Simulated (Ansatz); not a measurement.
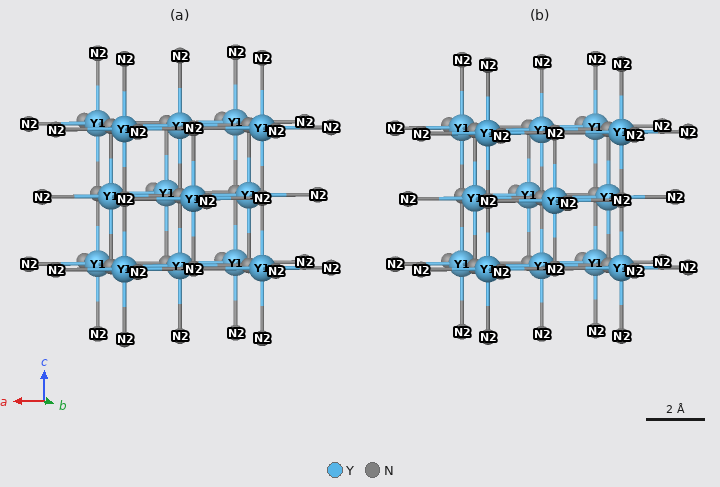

Left: solid YN (set up in Fm-3m). Right: the same structure after one change, at the same scale. A ball-and-stick model of the conventional cell (4 times the calculation's cell), seen from a free direction. Lengths and directions refer to the drawn axes.

Method: DFT PBEsol, scalar-relativistic, plane waves, PAW in Ansatz. Set-up: plane-wave cutoff 420 eV; k-point mesh 12 × 12 × 12; occupations gaussian; smearing width 0.01 eV; no spin polarisation.

### What distinguishes the right structure from the left one?

All lengths are scaled by −3.1 % (volume −9.0 %), the atoms keeping their fractional coordinates. No relaxation follows.

### And its effect?

Near-neighbour distances before and after: N–Y 2.428 → 2.353 Å. The space group stays Fm-3m (No. 225). Energy change: +72.8 meV per atom. Pressure: 0.0 GPa before, 19.7 GPa after. All forces vanish by symmetry. The gap on the k-mesh of 0.08 eV closes: the variant is metallic.
